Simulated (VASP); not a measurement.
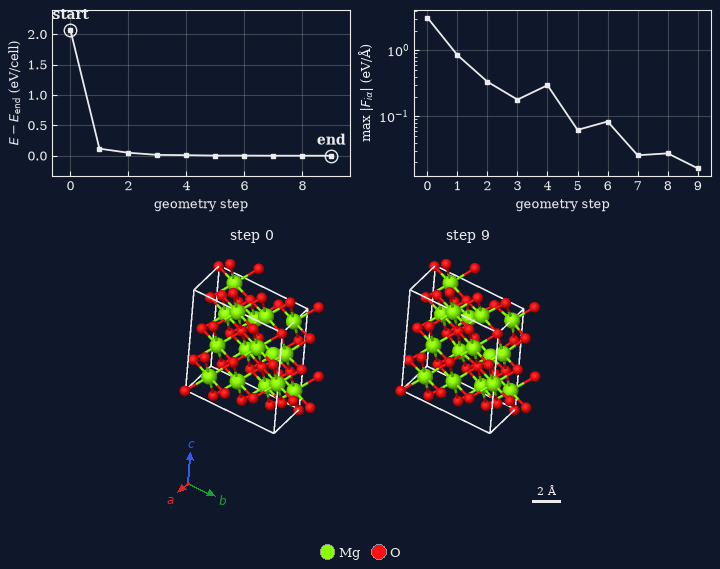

First and last geometry of a relaxation of a defect cell of composition Mg16O15, with the history of the run. The picture is a ball-and-stick view of the cell of the calculation (origin shifted), seen slightly off an axis.

The run lets the atoms move in a fixed cell.

The calculation used Kohn-Sham DFT of a periodic cell, PBE, VASP PAW PBE potentials, recommended (VASP).

Input file:
```
PREC = Normal
ENCUT = 450
EDIFF = 1E-6
ISMEAR = 0
SIGMA = 0.01
LREAL = Auto
LASPH = True
NELM = 80
ALGO = Normal
ISIF = 2
LWAVE = False
LCHARG = False
GGA = PE
IBRION = 2
NSW = 70
EDIFFG = -0.025
ICORELEVEL = 1
NELECT = 120.0
ISYM = 0
KPAR = 4
NCORE = 2
```

Run as
```bash
cat potpaw_PBE.64/Mg/POTCAR potpaw_PBE.64/O/POTCAR > POTCAR
mpirun -np 8 vasp_std > vasp.out
```

**Read the history and describe the run.**

It converged. The largest moves, 0.22 Å, are those of Mg atoms. By element the largest moves are Mg 0.22 Å, O 0.06 Å. The cell doesn't change. Among the contacts that change: Mg–O 2.171 → 1.963 Å, Mg–O 2.141 → 1.963 Å, Mg–O 2.103 → 1.964 Å, Mg–O 2.215 → 2.095 Å. Bond angles that change, for instance: Mg–O–Mg 87.4° → 100.7°, Mg–O–Mg 88.2° → 100.8°, Mg–O–Mg 88.6° → 100.7°. The energy falls by 2.068 eV per cell of the calculation in 9 geometry steps. Largest force component: 3.2 eV/Å at the start, 0.016 eV/Å at the end.

Limits of the set-up: the periodic images lie only 7.4 Å apart, so the values are limited by the cell's size.
